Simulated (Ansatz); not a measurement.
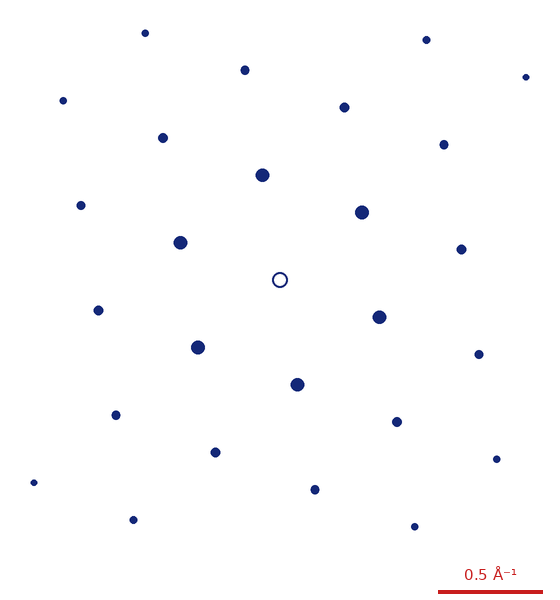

Simulated selected-area electron diffraction pattern (200 kV, kinematic approximation, thin crystal, B = 0.5 Å² for all atoms).

Phase: Ta, space group Pm-3m (No. 221), a = 2.76 Å. Structure: the end point of a relaxation with Ansatz 0.2.0, DFT, RPBE, plane waves (420 eV) with PAW, scalar-relativistic; the starting structure was generated, so it need not be a known form of this composition.

| atom | site | symmetry | x | y | z |
| --- | --- | --- | --- | --- | --- |
| Ta | 1a | m-3m | 0.0000 | 0.0000 | 0.0000 |

Which low-index zone axis gives this pattern?

The spots form a hexagonal net with both shortest vectors at d = 1.95 Å, 60.0° apart. They index as -1 1 0 and -1 0 1, so the zone axis is [111] (or an equivalent direction of <111>).

List the strongest reflections.

Strongest reflections with d > 0.80 Å, one of each family (|F|² from tabulated Gaussian fits of the electron scattering factors, times a small damping for the curvature of the Ewald sphere):

```json
{"hkl": "1 0 -1", "d (Å)": "1.952", "I (strongest = 100)": "100"}
{"hkl": "2 -1 -1", "d (Å)": "1.127", "I (strongest = 100)": "31"}
{"hkl": "2 0 -2", "d (Å)": "0.976", "I (strongest = 100)": "21"}
```
